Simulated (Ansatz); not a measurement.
# Run report: IrO$_{2}$, single-point calculation (part 3 of 3)

IrO$_{2}$ (P4₂/mnm, 6 atoms in the cell); DFT PBEsol+U, non-collinear, scalar-relativistic, plane waves, PAW, Ueff = 6 eV on Ir atom 1 d; Ueff = 6 eV on Ir atom 2 d (Ansatz 0.2.0); cutoff 420 eV, 4×4×6 k-mesh, Gaussian smearing of 0.05 eV, non-collinear spins. The structure derives from an entry of the Crystallography Open Database. It belongs to a series of runs on one base structure; here: canted directions held.

Geometry of the input (Å; fractional positions):
```
4.4990  0.0000  0.0000
0.0000  4.4990  0.0000
0.0000  0.0000  3.1460
Ir 0.0000  0.0000  0.0000
Ir 0.5000  0.5000  0.5000
O  0.3110  0.3110  0.0000
O  0.1890  0.8110  0.5000
O  0.6890  0.6890  0.0000
O  0.8110  0.1890  0.5000
```

## Output, continued
```
SCF iter  39: F=-25827.610864 eV  HF=-25827.610864 eV  |F-HF|=3.42e-8  |Δ(HF+E_count)|=   1.43e-6  Δρ=1.09e-5  dr2=1.96e-8  dr2_m=3.47e-8  ethr=3.61e-11  |M|=6.69e-1 ∫|m|=8.87e-1 μB  |m|>n=0.0e0 m-floor=0.0e0 τ_xc=2.5e-3 mc-row=0.0e0  β_m=0.99  ⟨swp⟩=5.5  Hψ=21172  notcnv=0
iter 40 did not close the SCF: its close was put off for a magnetic moment that had not settled (scf_convergence_deferred on its scf_iter line)
SCF iter  40: F=-25827.610859 eV  HF=-25827.610859 eV  |F-HF|=2.14e-9  |Δ(HF+E_count)|=   5.02e-6  Δρ=3.96e-6  dr2=3.33e-9  dr2_m=4.49e-9  ethr=3.38e-11  |M|=6.70e-1 ∫|m|=8.89e-1 μB  |m|>n=0.0e0 m-floor=0.0e0 τ_xc=2.5e-3 mc-row=0.0e0  β_m=0.99  ⟨swp⟩=6.0  Hψ=23852  notcnv=0
SCF iter  41: F=-25827.610859 eV  HF=-25827.610859 eV  |F-HF|=1.53e-10  |Δ(HF+E_count)|=   2.59e-7  Δρ=7.97e-7  dr2=1.14e-10  dr2_m=1.84e-10  ethr=5.74e-12  |M|=6.70e-1 ∫|m|=8.89e-1 μB  |m|>n=0.0e0 m-floor=0.0e0 τ_xc=2.5e-3 mc-row=0.0e0  ⟨swp⟩=5.2  Hψ=20572  notcnv=0
WARN: hamiltonian.hubbard: on 2 of 2 specified blocks the occupation matrix of this SCF's result fails the test of the specified filling. At site 0 (sites count from 0 in the list of atoms of the cell that this SCF solves) the least filled combination of the orbitals specified full has occupation 0.394, and the fullest combination of the orbitals specified empty has occupation 0.981; the filling counts as kept where the first is at least 0.75 and exceeds the second by more than 0.25. The same holds at site 1. The state of this SCF's result may not hold the specified filling, though these bounds can also misjudge a state that does. This warning does not say which state is lower in energy, or whether the specified filling is a self-consistent state at all; see hamiltonian.hubbard.sites[].starting_ns, Limitations, and scf.initial_density.shell_occupations in the input reference
SCF 1 converged in 41 iterations: F = -25827.610859 eV  dr2 = 1.14e-10
  greatest PAW one-centre occupation: 1.000 electrons in one spin orbital (limit 2), on the Ir atom at site 1 (counted from 0), in its partial waves of l = 0
```

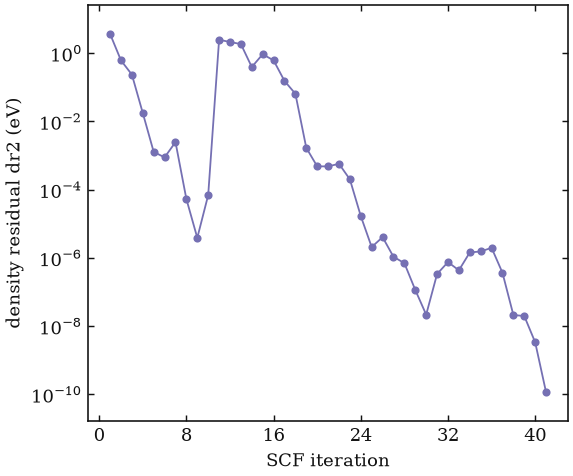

**Figure 1.** Convergence of the self-consistent field: density residual dr2 against the SCF iteration. The residual falls unevenly and jumps up by a factor of two or more 7 times on the way down.

```
SCF converged after 41 iterations
Stability not checked: this state was not tested for a lower state beside it, because a magnetisation constraint still acts at the end of the SCF (magnetization_constraint; see scf.lower_state_search)
Magnetization: |M| = 0.6702 μB,  M = (+0.4739, +0.0000, +0.4739) μB
Absolute magnetization: 0.8902 μB (∫|m|, with the PAW one-centre terms)
  site 0: m = (+0.0006, +0.0000, +0.1577) μB, |m| = 0.1577 μB  (R = 0.82 Å)
  site 1: m = (+0.1577, +0.0000, +0.0006) μB, |m| = 0.1577 μB  (R = 0.82 Å)
  site 2: m = (+0.0351, +0.0000, +0.0809) μB, |m| = 0.0882 μB  (R = 0.82 Å)
  site 3: m = (+0.0809, +0.0000, +0.0351) μB, |m| = 0.0882 μB  (R = 0.82 Å)
  site 4: m = (+0.0351, +0.0000, +0.0809) μB, |m| = 0.0882 μB  (R = 0.82 Å)
  site 5: m = (+0.0809, +0.0000, +0.0351) μB, |m| = 0.0882 μB  (R = 0.82 Å)
--- Magnetisation constraints (ε_frz = 1.0e-4 eV) ---
  site  kind           target                            achieved (μB)             |Δ|max (μB)  g (eV/μB)                    λ_eff  esc  ok   flags
  0     per_site_axis  ê (+0.000, +0.000, +1.000) ≥0.00  (+0.001, +0.000, +0.158)  5.51e-4      (+2.7e-2, +1.4e-10, +0.0e0)  1.000  0    yes
  1     per_site_axis  ê (+1.000, +0.000, +0.000) ≥0.00  (+0.158, +0.000, +0.001)  5.54e-4      (+0.0e0, +2.2e-10, +2.7e-2)  1.000  0    yes
Free energy (F): -25827.610859 eV
Harris-Foulkes:  -25827.610859 eV  (|F-HF|=1.53e-10)
Internal energy: -25827.608577 eV  (E = F + TS)
E sigma→0 (E₀):  -25827.609718 eV
Entropy (-TS):   -0.002281 eV (-0.380 meV/atom)
Fermi energy:    13.511615 eV
--- Per-component energies (eV) ---
  E_band       = -482.629296
  E_kinetic    = 1941.031041
  E_local      = -4461.872276  (includes V_loc(G=0)·N_el)
  E_nonlocal   = 347.450528
  E_hartree    = 1646.671171
  E_xc         = -818.422479
  E_vxc        = -965.568267  (∫ρ·V_xc dr)
  E_hubbard    = 8.266417  (on-site DFT+U / exact-exchange correction)
  E_vhub       = -26.150386  (the Hubbard potential's part of the band-sum identity)
  E_paw        = -18786.618022  (= ΣΔE_a)
  E_vpaw       = -610.872209  (= ΣTr[D̂ρ^β])
  E_aug_tail   = 0.010047  (compensation charges beyond the density's cutoff)
  E_constr_dc  = 0.000030  (∫m·b dr)
  E_ewald      = -5704.796725
  E_core_change = 0.671721  (= ΣΔE_core)
  E_smearing   = -0.002281  (= −TS)
  E_closure    = 0.000000  (closes the sum)
  E_penalty    = 0.000029  (constraint; not in F)
  Σ components = -25827.610859   (vs F -25827.610859, Δ=0.00e0)
--- Hubbard shell moments (per corrected site; Tr N, ν in electrons; μ in μ_B) ---
  shell 0: Tr N=7.1139  μ_S=(-0.0057, +0.0000, +0.2082)  μ_L=(-0.0000, -0.0000, -0.0000)  μ=(-0.0057, +0.0000, +0.2082)  ν=0.0301 along (-0.168, +0.000, +0.986)
  shell 1: Tr N=7.1139  μ_S=(+0.2082, +0.0000, -0.0057)  μ_L=(-0.0000, +0.0000, +0.0000)  μ=(+0.2082, +0.0000, -0.0057)  ν=0.0301 along (+0.986, +0.000, -0.168)
--- Specified on-site occupations, and those of the state reported ---
  electrons in the specified blocks: 9.9000 specified, 14.2277 found
  site 1 (l=d): largest change of an orbital's occupation 0.9614; electrons 4.9500 specified, 7.1139 found; spectral distance 1.0561
  site 0 (l=d): largest change of an orbital's occupation 0.9614; electrons 4.9500 specified, 7.1139 found; spectral distance 1.0561
--- Forces (eV/Å), atoms counted from 1 ---
  atom   1  Ir     0.00000000     0.00000000     0.00000000
  atom   2  Ir     0.00000000     0.00000000     0.00000000
  atom   3  O     -0.59025403    -0.59025403    -0.00000004
  atom   4  O      0.59025809    -0.59025809    -0.00000000
  atom   5  O      0.59025403     0.59025403     0.00000004
  atom   6  O     -0.59025809     0.59025809     0.00000000
  max |Σ_I F_I| component: 1.11e-16 eV/Å
--- Stress (GPa, compression-positive) ---
        0.314576      -0.000062       0.000000
       -0.000062       0.314576       0.000000
        0.000000       0.000000       5.386898
  P = ⅓ Tr σ = 2.0053 GPa (20.053 kbar)
--- Band table (eV; the first three rows and the last of 52) ---
  k-point 0: bands = ["-78.8205", "-78.8199", "-78.6915", "-78.6909", "-35.8024", "-35.8024", "-35.6750", "-35.6691", "-35.6226", "-35.6226", "-35.6041", "-35.5982", "-35.5796", "-35.5795", "-35.3981", "-35.3981", "-6.9236", "-6.8050", "-5.6011", "-5.4758", "-4.5052", "-4.5052", "-4.3531", "-4.3531", "3.6861", "3.7269", "4.5148", "4.5645", "5.1780", "5.7061", "6.3395", "6.3395", "6.4291", "6.4291", "9.2042", "9.2709", "9.3660", "9.3660", "9.5176", "9.5176", "9.7540", "9.7790", "9.8064", "9.8064", "9.8130", "10.0782", "10.0782", "10.4795", "10.5466", "10.5943", "10.7379", "10.8127", "11.3508", "11.3508", "11.5411", "11.5411", "11.9064", "12.2102", "14.5218", "15.0852", "15.6271", "15.6797", "18.4985", "18.5808", "19.1161", "19.1161", "19.2161", "19.2161", "20.3447", "20.4096"]
  k-point 1: bands = ["-78.8196", "-78.8191", "-78.6905", "-78.6900", "-35.8001", "-35.8001", "-35.7055", "-35.7003", "-35.6351", "-35.6299", "-35.6174", "-35.6174", "-35.5784", "-35.5784", "-35.3940", "-35.3940", "-6.6392", "-6.5183", "-5.4478", "-5.3202", "-4.6387", "-4.6387", "-4.4899", "-4.4899", "4.1556", "4.1972", "4.9018", "4.9519", "5.4668", "5.9970", "6.3045", "6.3045", "6.4269", "6.4269", "8.0541", "8.1142", "8.7341", "8.7827", "8.9542", "8.9542", "9.1811", "9.1811", "9.6742", "9.8956", "9.8956", "10.0064", "10.0064", "10.5056", "10.8696", "10.9371", "11.0439", "11.1029", "11.6730", "11.9730", "12.1368", "12.1368", "12.3898", "12.3898", "14.2220", "14.7811", "16.1367", "16.1898", "18.4240", "18.4240", "18.5262", "18.5262", "19.0416", "19.1227", "20.0864", "20.1436"]
  k-point 2: bands = ["-78.8181", "-78.8178", "-78.6890", "-78.6887", "-35.7955", "-35.7955", "-35.7649", "-35.7617", "-35.6957", "-35.6925", "-35.6063", "-35.6063", "-35.5767", "-35.5767", "-35.3857", "-35.3857", "-5.9642", "-5.8377", "-5.2140", "-5.0823", "-4.8948", "-4.8948", "-4.7517", "-4.7517", "5.3848", "5.4290", "5.8097", "5.8592", "6.0951", "6.0951", "6.2899", "6.2981", "6.2981", "6.7713", "6.8197", "6.8259", "7.3836", "7.4396", "8.7424", "8.7424", "8.8648", "8.8648", "8.9746", "9.6425", "10.1168", "10.1168", "10.2307", "10.2308", "10.5697", "10.6258", "10.7205", "10.7669", "11.7065", "12.1194", "13.1612", "13.1612", "13.4474", "13.4474", "13.4730", "14.0031", "16.9719", "17.0245", "17.5862", "17.5862", "17.6975", "17.6975", "18.1830", "18.2381", "21.6862", "21.7535"]
  k-point 51: bands = ["-78.8173", "-78.8173", "-78.6882", "-78.6882", "-35.7935", "-35.7935", "-35.7927", "-35.7927", "-35.7241", "-35.7241", "-35.6005", "-35.6005", "-35.5771", "-35.5771", "-35.3821", "-35.3821", "-5.2222", "-5.2221", "-5.1211", "-5.1211", "-5.0779", "-5.0779", "-4.9815", "-4.9815", "5.2942", "5.2942", "5.5150", "5.5150", "6.0240", "6.0240", "6.0858", "6.0858", "6.9569", "6.9569", "7.0162", "7.0162", "8.4051", "8.4051", "8.8536", "8.8536", "8.9179", "8.9179", "9.5355", "9.5355", "10.0680", "10.0680", "10.1646", "10.1646", "10.8123", "10.8123", "10.9419", "10.9419", "11.9901", "11.9901", "12.6241", "12.6241", "12.7429", "12.7429", "13.0332", "13.0332", "17.2754", "17.2754", "17.3908", "17.3908", "17.8817", "17.8817", "17.9923", "17.9923", "23.4268", "23.4268"]
Occupation matrices written to [file]
--- Löwdin populations: 6 sites ---
  site symbol       q [e]
     0     Ir     15.6318
     1     Ir     15.6318
     2      O      6.6252
     3      O      6.6252
     4      O      6.6252
     5      O      6.6252
  spilling = 0.004062 (of n_electrons = 58.000000)
--- Occupation matrices: 2 shells (run DFT+U table (all-electron-ortho-atomic); ε = 9.04e-4) ---
  Ir0 d_5D: site group D2h (mmm)
  Ir0 d_5D spinor Tr n = 7.1139  λ = 0.388 0.397 0.410 0.417 0.743 0.908 0.939 0.949 0.981 0.982  [xz 0.50 B3g(1.00) | xz 0.50 B3g(1.00) | xy 0.64 Ag(1.00) | xy 0.64 Ag(1.00) | x2-y2 1.00 B1g(1.00) | xz 0.50 B2g(1.00) | x2-y2 1.00 B1g(1.00) | xz 0.50 B2g(1.00) | 2× z2 0.64 Ag(1.00)]
  specified occupation → Ir0 d_5D spinor: matrix, ‖Δ‖_F = 1.7894, Tr Δ = -2.1639, displaced = 2.2833, d_λ = 1.0561; orbital distance = 2.0035
  Ir1 d_5D: site group D2h (mmm)
  Ir1 d_5D spinor Tr n = 7.1139  λ = 0.388 0.397 0.410 0.417 0.743 0.908 0.939 0.949 0.981 0.982  [xz 0.50 B3g(1.00) | xz 0.50 B3g(1.00) | xy 0.64 Ag(1.00) | xy 0.64 Ag(1.00) | x2-y2 1.00 B1g(1.00) | xz 0.50 B2g(1.00) | x2-y2 1.00 B1g(1.00) | xz 0.50 B2g(1.00) | 2× z2 0.64 Ag(1.00)]
  specified occupation → Ir1 d_5D spinor: matrix, ‖Δ‖_F = 1.7894, Tr Δ = -2.1639, displaced = 2.2833, d_λ = 1.0561; orbital distance = 2.0035
  Tr n, λ and their labels are of the run-group-symmetrised matrices; stabiliser: 32 of 32 elements of G0×{1,Θ} up to a turn of all spins (closed), max defect 1.8e-6 at τ = 1.9e-4
```

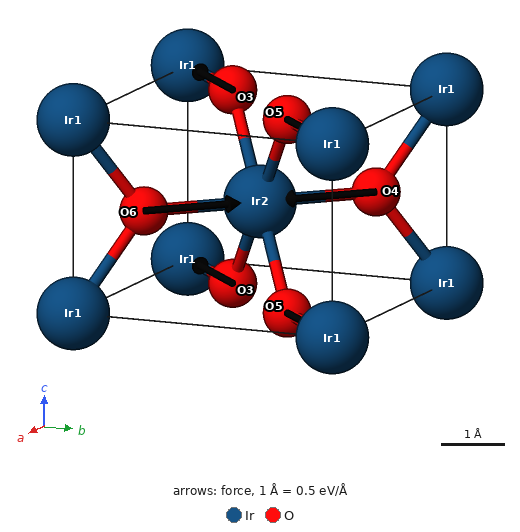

**Figure 2.** Forces on the atoms as black arrows (ball-and-stick view of the cell of the calculation, seen slightly off an axis; atoms are numbered from 1 in the order of the input). The largest act on all 4 O atoms (0.83 eV/Å). The geometry is not a stationary point of this energy.

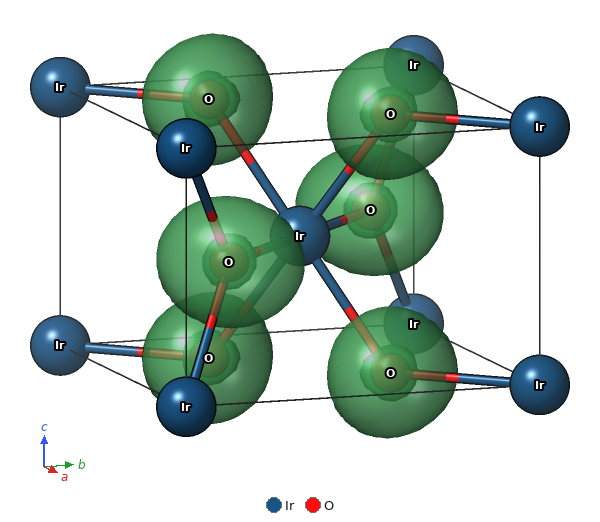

**Figure 3.** Isosurface of the electron localisation function at 0.65 (green), seen slightly off an axis. Only the valence region is drawn (cores and ρ < 0.01 e/Å³ removed). Sticks mark near contacts. The outline is the calculation cell. Values along the shortest contacts: Ir–O (1.98 Å): the ELF is about 0.15 at the midpoint; a polar contact without a shared pair, in a metal. In a PAW calculation such maps are meaningful between the atoms, not at the nuclei.

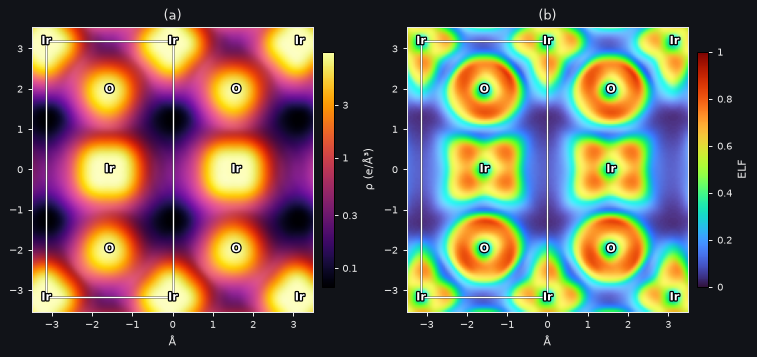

**Figure 4.** (a) valence charge density (pseudo); (b) electron localisation function on the (110) plane of the calculation cell. The section cuts through Ir and O sites. Ir–O (1.98 Å): ρ at the midpoint is about 0.9 e/Å³; the ELF is about 0.15 at the midpoint; a polar contact without a shared pair, in a metal. Away from the nuclei the density in this plane falls to 0.07 e/Å³ at its lowest. The strong features right at Ir lie inside the PAW spheres (semicore, d or f shells) and say nothing about bonding.

## Results in brief

```json
{"quantity": "outcome", "value": "converged"}
{"quantity": "space group (tolerance 0.01 Å)", "value": "P4₂/mnm (136)"}
{"quantity": "electrons treated", "value": "58"}
{"quantity": "free energy", "value": "−25827.6109 eV"}
{"quantity": "Fermi energy", "value": "13.512 eV"}
{"quantity": "gap on the k-point mesh", "value": "none (metallic)"}
{"quantity": "net moment of the cell", "value": "0.67 μB"}
{"quantity": "integrated absolute moment", "value": "0.89 μB"}
{"quantity": "pressure", "value": "2.01 GPa"}
{"quantity": "largest force (length of the vector)", "value": "0.835 eV/Å"}
{"quantity": "hardware", "value": "4 threads of Arm Neoverse V2, 24 GiB of memory available, shared host"}
{"quantity": "wall time", "value": "1.9 min (CPU time 7.4 min)"}
{"quantity": "peak memory", "value": "0.77 GiB"}
```

Notes on the run: the typed occupations were not kept; the SCF threshold is looser than advised for the printed stress.
